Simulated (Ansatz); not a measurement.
Read the following structure.

```cif
data_structure
_symmetry_space_group_name_H-M 'P 1'
_symmetry_Int_Tables_number 1
_cell_length_a 4.2536
_cell_length_b 4.2536
_cell_length_c 4.2536
_cell_angle_alpha 90.000
_cell_angle_beta 90.000
_cell_angle_gamma 90.000
_cell_volume 76.96
loop_
_atom_site_label
_atom_site_type_symbol
_atom_site_fract_x
_atom_site_fract_y
_atom_site_fract_z
_atom_site_occupancy
Mg1 Mg 0.00000 0.00000 0.00000 1
O1 O 0.50000 0.00000 0.00000 1
Mg2 Mg 0.00000 0.50000 0.50000 1
O2 O 0.50000 0.50000 0.50000 1
Mg3 Mg 0.50000 0.00000 0.50000 1
O3 O 0.00000 0.00000 0.50000 1
Mg4 Mg 0.50000 0.50000 0.00000 1
O4 O 0.00000 0.50000 0.00000 1
```

### What crystal do these data define?

It has the composition MgO. The lattice is face-centred cubic and the space group Fm-3m (No. 225). The prototype is rock salt (NaCl type). One cell contains 4 Mg, 4 O, 8 atoms in all. Mg is surrounded by six O in an octahedral arrangement at 2.13 Å. Each O atom is coordinated by six Mg in an octahedral arrangement at 2.13 Å. The bonds build a three-dimensional framework.

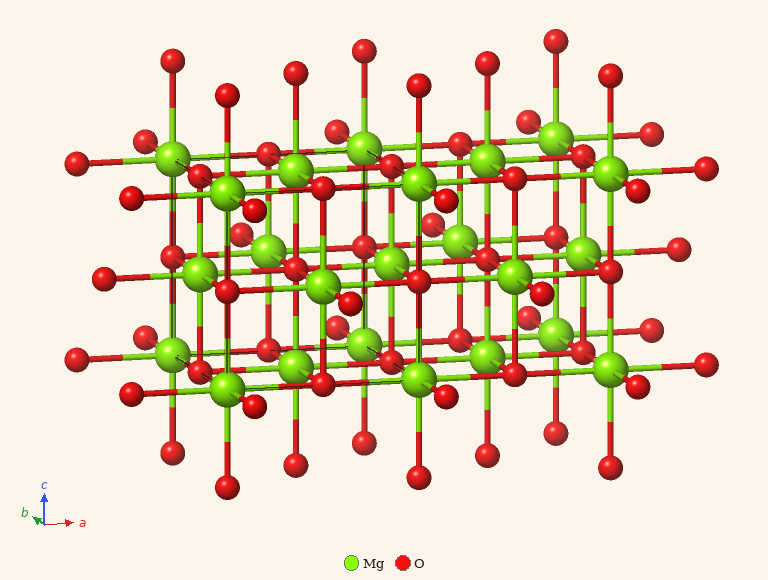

The image is a ball-and-stick drawing of a crystal, viewed slightly off an axis. 2×1×1 cells are drawn; the solid outline is the conventional unit cell. Some atoms of the next cells are drawn as well.

Its origin is a structure listed in the Materials Project. Relaxation method: Ansatz 0.2.0, DFT PBE, scalar-relativistic, plane waves, PAW.
